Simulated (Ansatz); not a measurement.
ZnAu

Input file:

```
crystal:
  lattice:
    - [3.0965886023, 0.0, 0.0]
    - [0.0, 3.0965886023, 0.0]
    - [0.0, 0.0, 3.0965886023]
  atoms:
    - { symbol: Zn, position: [0.5, 0.5, 0.5] }
    - { symbol: Au, position: [0.0, 0.0, 0.0] }
basis:
  ecutwfc: 420
kpoints:
  mp_grid: { grid: [14, 14, 14] }
hamiltonian:
  xc: pbesol
scf:
  occupations: { method: gaussian, width: 0.1 }
output:
  forces: true
  stress: true
  eigenvalues: true
  write_density: true
  write_potential: true
  elf: true
  volumetric_format: npy
```

Run with:

```sh
ansatz run input.yaml --threads 1 --pin off --max-ram 2560MiB --backend cpu --events-out ev --progress --plain --runs-dir out
```

Below, planes, directions and counts refer to the conventional cell (a = 3.10 Å, b = 3.10 Å, c = 3.10 Å, α = 90.00°, β = 90.00°, γ = 90.00°).

Space group Pm-3m; changed on purpose from its base cell (volume × 0.97); computed pressure about 5 GPa in this cell; computed without spin polarisation.

Level of theory: Ansatz 0.2.0, DFT PBEsol, scalar-relativistic, plane waves, PAW.

What can the converged valence pseudo-density and electron localisation function tell about the bonding?

Zn–Au (2.68 Å): ρ at the midpoint is about 0.32 e/Å³; the ELF is about 0.30 at the midpoint: no shared electron pair shows on this line.

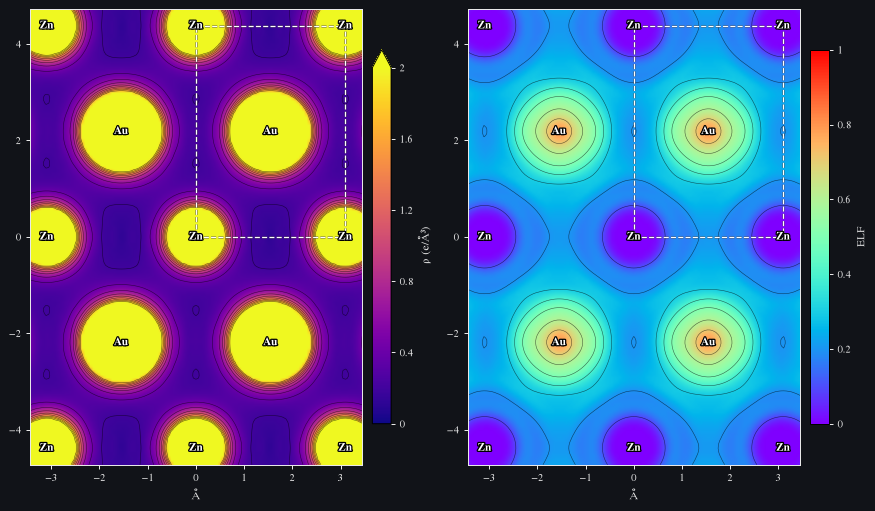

Computed valence pseudo-density and electron localisation function on the (011) plane of the conventional cell, in this order. 

The density is the valence pseudo-density of a PAW calculation; it isn't the true density close to the nuclei.
